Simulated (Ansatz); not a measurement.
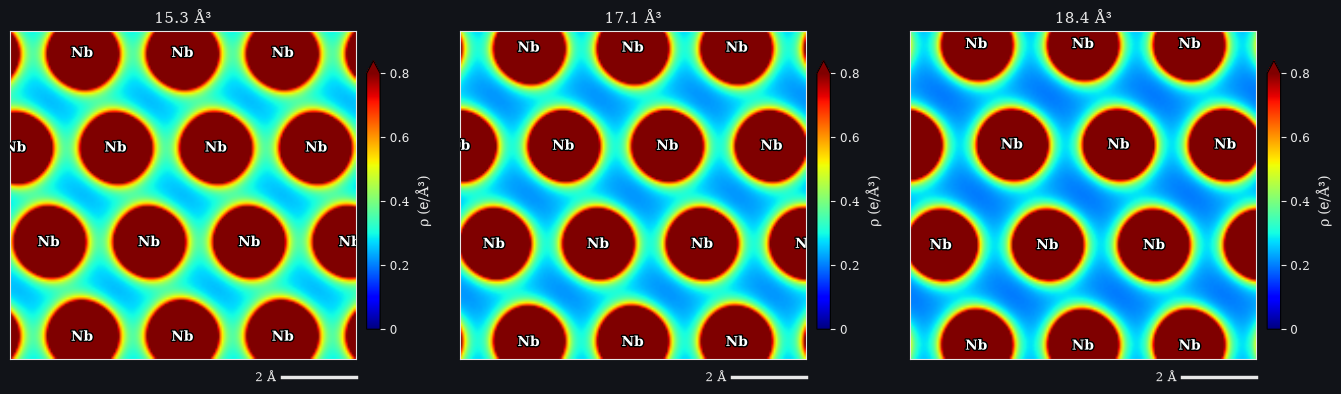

Nb. The valence electron density of cells scaled evenly to different volumes (given per atom above each panel), on the (010) plane of each (indices in the axes of the cell below), at one length scale and on one colour scale.

All numbers below come from Kohn-Sham DFT of a periodic cell, PBEsol, Ansatz PAW in Ansatz 0.2.0.

The density is the valence pseudo-density of a PAW calculation; it isn't the true density close to the nuclei.

The largest cell:

```cif
data_structure
_symmetry_space_group_name_H-M 'P 1'
_symmetry_Int_Tables_number 1
_cell_length_a 2.8820
_cell_length_b 2.8820
_cell_length_c 2.8820
_cell_angle_alpha 109.471
_cell_angle_beta 109.471
_cell_angle_gamma 109.471
_cell_volume 18.43
loop_
_atom_site_label
_atom_site_type_symbol
_atom_site_fract_x
_atom_site_fract_y
_atom_site_fract_z
_atom_site_occupancy
Nb1 Nb 0.00000 0.00000 0.00000 1
```

| volume (Å³/atom) | Nb–Nb contact in the plane (Å) | ρ at its midpoint (e/Å³) | pressure (GPa) | 
| --- | --- | --- | --- |
| 15.34 | 2.711 | 0.364 | 30.0 | 
| 16.71 | 2.790 | ? | ? | 
| 17.13 | 2.813 | 0.311 | 5.0 | 
| 18.43 | 2.882 | 0.280 | −7.8 | 

Q: What values belong in the row with question marks?

A: Over the known rows ln ρ falls by 1.53 per Å of Nb–Nb distance (a least-squares line), which gives 0.322 e/Å³ at 2.790 Å; the calculation gives 0.322 e/Å³. For the pressure, a straight line in volume between the neighbouring rows gives 10.9 GPa; the calculation gives 10.0, lower because pressure rises ever faster on compression.
